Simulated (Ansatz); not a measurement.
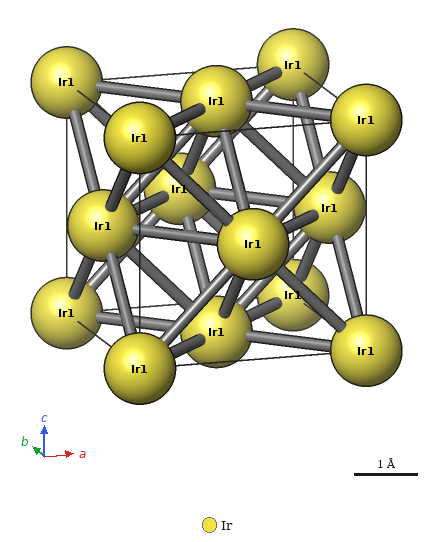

Figure 1. The structure as given in the input (ball-and-stick view of the cell 4 times as large as that of the calculation, set on its symmetry axes, seen slightly off an axis; atoms are numbered from 1 in the order of the input). An atom can appear more than once, as a periodic image.

**Two runs on Ir**

System: Ir (Fm-3m, 1 atom in the cell).
Method of run A: DFT, PBEsol, all-electron PAW with datasets made for the crystal, scalar-relativistic, no spin polarisation (Ansatz 0.2.0).

Text and figures count atoms from 1; the logs count them from 0 in places.

**Input, run A**
```yaml
crystal:
  lattice:
    - [0.0, 1.9158328124, 1.9158328124]
    - [1.9158328124, 0.0, 1.9158328124]
    - [1.9158328124, 1.9158328124, 0.0]
  atoms:
    - { symbol: Ir, position: [0.0, 0.0, 0.0] }
kpoints:
  mp_grid: { grid: [19, 19, 19] }
scf:
  occupations: { method: fermi_dirac, width: 0.1 }
hamiltonian:
  xc: pbesol
  pseudopotentials: { kind: all_electron, datasets: crystal }
output:
  forces: true
  stress: true
  eigenvalues: true
```

Launched with:
```bash
ansatz run input.yaml --threads 1 --pin off --max-ram 2048MiB --backend cpu --events-out ev --progress --plain --runs-dir out
```

Hardware: 1 thread of Arm Neoverse V1, 24 GiB of memory available, shared host.

**Output, shortened to warnings, some set-up lines, iterations and results (run A)**
```
Basis set: ecut = 300 eV, 169 PW (Γ), exchange–correlation on 32×32×32 points (8 copies of the dense FFT grid, shifted against one another)
Symmetry: 48 space group operations
k-points: 220 of 6859
Initial density: superposition of atomic densities (neutral atoms: chi_scale 0, normalization atom)
[...]
SCF iter   1: F=—  HF=-484890.368408 eV  |F-HF|=—  |Δ(HF+E_count)|=         —  Δρ=1.27e-1  dr2=2.21e0  ethr=1.23e-2  ⟨swp⟩=2.6  Hψ=15234  notcnv=0
SCF iter   2: F=—  HF=-484889.756382 eV  |F-HF|=—  |Δ(HF+E_count)|=   6.12e-1  Δρ=1.56e-2  dr2=1.50e-2  ethr=8.98e-5  ⟨swp⟩=2.1  Hψ=11434  notcnv=0
SCF iter   3: F=—  HF=-484889.738836 eV  |F-HF|=—  |Δ(HF+E_count)|=   1.75e-2  Δρ=6.39e-3  dr2=3.45e-3  ethr=8.81e-5  ⟨swp⟩=2.0  Hψ=4895  notcnv=0
SCF iter   4: F=—  HF=-484889.737039 eV  |F-HF|=—  |Δ(HF+E_count)|=   1.80e-3  Δρ=1.07e-3  dr2=1.27e-4  ethr=2.03e-5  ⟨swp⟩=2.0  Hψ=6238  notcnv=0
SCF iter   5: F=—  HF=-484889.737454 eV  |F-HF|=—  |Δ(HF+E_count)|=   4.15e-4  Δρ=1.81e-4  dr2=8.81e-7  ethr=7.49e-7  ⟨swp⟩=2.0  Hψ=6203  notcnv=0
SCF iter   6: F=—  HF=-484889.737419 eV  |F-HF|=—  |Δ(HF+E_count)|=   3.50e-5  Δρ=4.33e-5  dr2=8.30e-8  ethr=5.18e-9  ⟨swp⟩=2.0  Hψ=4884  notcnv=0
SCF iter   7: F=-484889.737419 eV  HF=-484889.737419 eV  |F-HF|=0.00e0  |Δ(HF+E_count)|=   9.02e-9  Δρ=1.20e-6  dr2=8.15e-11  ethr=4.88e-10  ⟨swp⟩=2.4  Hψ=4982  notcnv=0
SCF 1 converged in 7 iterations: F = -484889.737425 eV  dr2 = 8.15e-11
  Residual-converged pass: ⟨swp⟩=2.9  Hψ=5085  notcnv=0  max |occ|·‖R‖ = 3.7e-6 eV (tolerance 3.7e-6 eV)  dr2=7.27e-11  dr2_onsite=9.85e-11  max |Δocc| = 2.8e-8
SCF converged after 7 iterations
Free energy (F): -484889.737425 eV
Harris-Foulkes:  -484889.737425 eV  (|F-HF|=0.00e0)
Internal energy: -484889.703014 eV  (E = F + TS)
E sigma→0 (E₀):  -484889.720220 eV
Entropy (-TS):   -0.034411 eV (-34.411 meV/atom)
Past the cutoff: the bands carry plane waves up to 1.75 times it, of which those up to 1.5 times it add -0.000349 eV an atom, each by itself; the spheres take 0.000260 eV an atom off the energy for waves past 1.75 times it
By the cutoff:   a pressure is off by up to 0.007 GPa (1.2 times the spheres' own share and the shells' term, over an atom's volume, and 0.004 GPa: a bound that held against runs at twice the plane waves)
Past the cutoffs: a stress includes 0.0018 GPa for waves and charges beyond them, in addition to the slope of what the spheres take
In the spheres:  the bands' charges fall short by 2.9e-7 e at most (sound up to 1e-3)
Fermi energy:    32.040504 eV
--- Per-component energies (eV) ---
  E_band       = 22.999330
  E_kinetic    = 257.134487
  E_local      = -727.194458  (includes V_loc(G=0)·N_el)
  E_nonlocal   = 119.284778
  E_hartree    = 438.969346
  E_xc         = -90.481747
  E_vxc        = -116.585383  (∫ρ·V_xc dr)
  E_paw        = -487178.792146  (= ΣΔE_a)
  E_vpaw       = -5168.720106  (= ΣTr[D̂ρ^β])
  E_ewald      = -2489.764782
  E_smearing   = -0.034411  (= −TS)
  E_closure    = 4781.141507  (closes the sum)
  Σ components = -484889.737425   (vs F -484889.737425, Δ=0.00e0)
  The terms above E_closure are by the made datasets' own strengths, without shells solved beside the bands.
--- Forces (eV/Å), atoms counted from 1 ---
  atom   1  Ir    -0.00000000     0.00000000     0.00000000
  max |Σ_I F_I| component: 1.23e-31 eV/Å
--- Stress (GPa, compression-positive) ---
       -0.044504      -0.000000       0.000000
       -0.000000      -0.044504       0.000000
        0.000000       0.000000      -0.044504
  P = ⅓ Tr σ = -0.0445 GPa (-0.445 kbar)
```

For run B the input was changed thus:
```diff
+  max_iter: 75
+magnetization:
+  spin_polarized: true
+  initial_magnetization: 1
```

How does run B compare with run A?

The energy is the same within 0.01 meV per atom. With spin allowed, the absolute moment of the cell comes to 0.00 μB. The SCF takes 6 iterations against 7. On the same kind of shared host run B took about 4.8 times as long. The two runs start from different initial densities, which also moves the count.

**Output, shortened to warnings, some set-up lines, iterations and results (run B)**
```
WARN: the starting moments were not kept: the SCF closed with an absolute magnetisation of 6.2e-9 μB, where they sum to 1 μB in size (1 site). That is at most 0.1 of that sum. Measured as dr2_m measures the in/out step, that magnetisation stands 2.0e-17 eV from none, at or under the dr2_threshold of 3.1e-8 eV: it is no larger than a step whose dr2_m would equal this threshold. The system may hold …
Basis set: ecut = 300 eV, 169 PW (Γ), exchange–correlation on 32×32×32 points (8 copies of the dense FFT grid, shifted against one another)
Symmetry: 48 space group operations
k-points: 220 of 6859
Initial density: read from a saved state, or passed on in memory by an earlier SCF of this step, an earlier step, the calling program or the single point that the run made first
[...]
SCF iter   1: F=—  HF=-484889.734629 eV  |F-HF|=—  |Δ(HF+E_count)|=         —  Δρ=4.77e-3 (↑4.77e-3 ↓4.77e-3)  dr2=2.58e-3  dr2_m=2.80e-13  M=0.000 μB ∫|m|=0.000 μB  β_m=0.30 …
SCF iter   2: F=—  HF=-484889.735012 eV  |F-HF|=—  |Δ(HF+E_count)|=   3.83e-4  Δρ=3.17e-3 (↑3.17e-3 ↓3.17e-3)  dr2=7.60e-4  dr2_m=1.63e-13  M=0.000 μB ∫|m|=0.000 μB  β_m=0.64 …
SCF iter   3: F=—  HF=-484889.737602 eV  |F-HF|=—  |Δ(HF+E_count)|=   2.59e-3  Δρ=1.70e-4 (↑1.70e-4 ↓1.70e-4)  dr2=9.70e-6  dr2_m=5.27e-15  M=0.000 μB ∫|m|=0.000 μB  β_m=0.64 …
SCF iter   4: F=—  HF=-484889.737433 eV  |F-HF|=—  |Δ(HF+E_count)|=   1.69e-4  Δρ=1.34e-4 (↑1.34e-4 ↓1.34e-4)  dr2=8.31e-6  dr2_m=1.97e-15  M=0.000 μB ∫|m|=0.000 μB  β_m=0.69 …
SCF iter   5: F=—  HF=-484889.737421 eV  |F-HF|=—  |Δ(HF+E_count)|=   1.20e-5  Δρ=4.16e-5 (↑4.16e-5 ↓4.16e-5)  dr2=8.63e-7  dr2_m=5.33e-16  M=0.000 μB ∫|m|=0.000 μB  β_m=0.68 …
SCF iter   6: F=-484889.737419 eV  HF=-484889.737419 eV  |F-HF|=1.04e-8  |Δ(HF+E_count)|=   1.50e-6  Δρ=5.46e-6 (↑5.46e-6 ↓5.46e-6)  dr2=1.25e-8  dr2_m=1.82e-16  M=0.000 μB …
SCF 1 converged in 6 iterations: F = -484889.737425 eV  dr2 = 1.25e-8
  Residual-converged pass: ⟨swp⟩=2.2  Hψ=9586  notcnv=0  max |occ|·‖R‖ = 3.7e-6 eV (tolerance 3.7e-6 eV)  dr2=1.22e-8  dr2_m=1.82e-16  dr2_onsite=1.28e-8  max |Δocc| = 2.4e-9
WARN: the starting moments were not kept: the SCF closed with an absolute magnetisation of 6.2e-9 μB, where they sum to 1 μB in size (1 site). That is at most 0.1 of that sum. Measured as dr2_m measures the in/out step, that magnetisation stands 2.0e-17 eV from none, at or under the dr2_threshold …
SCF converged after 6 iterations
Magnetization: 0.0000 μB (8.5000 up, 8.5000 down)
Absolute magnetization: 0.0000 μB (∫|ρ↑−ρ↓|)
Spin contamination: -0.0099 ħ² per cell (⟨S²⟩ above its minimum at these occupations)
Per-site moments (μB) at R_I (Å): [(5.4711027270638106e-9, 1.117626157945881)]
Free energy (F): -484889.737425 eV
Harris-Foulkes:  -484889.737425 eV  (|F-HF|=1.04e-8)
Internal energy: -484889.703014 eV  (E = F + TS)
E sigma→0 (E₀):  -484889.720220 eV
Entropy (-TS):   -0.034411 eV (-34.411 meV/atom)
Past the cutoff: the bands carry plane waves up to 1.75 times it, of which those up to 1.5 times it add -0.000349 eV an atom, each by itself; the spheres take 0.000260 eV an atom off the energy for waves past 1.75 times it
[...]
```

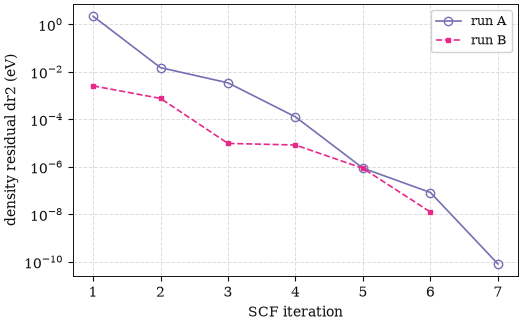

Figure 2. Convergence of the two runs: density residual dr2 against the SCF iteration. Run A takes 7 iterations in all, and run B takes 6.

**The two runs side by side**

```csv
quantity,run A,run B
outcome,converged,converged
free energy per atom (eV),−484889.7374,−484889.7374
"energy per atom, smearing taken to zero (eV)",−484889.7202,−484889.7202
pressure (GPa),−0.04,−0.04
largest force (eV/Å),0.000,0.000
SCF iterations,7,6
irreducible k-points,220,220
plane waves at Γ,169,169
net moment of the cell (μB),–,0.00
absolute moment of the cell (μB),–,0.00
wall time (shared host),11 s,54 s
```

For run A: Spin–orbit coupling is left out, which matters for Ir. For run B: The input was spoiled on purpose: an impossible spin (`magnetization`). It did no harm here: the run converged to the energy of the sound run within 1 meV per atom. Warnings: some starting moments were not kept.
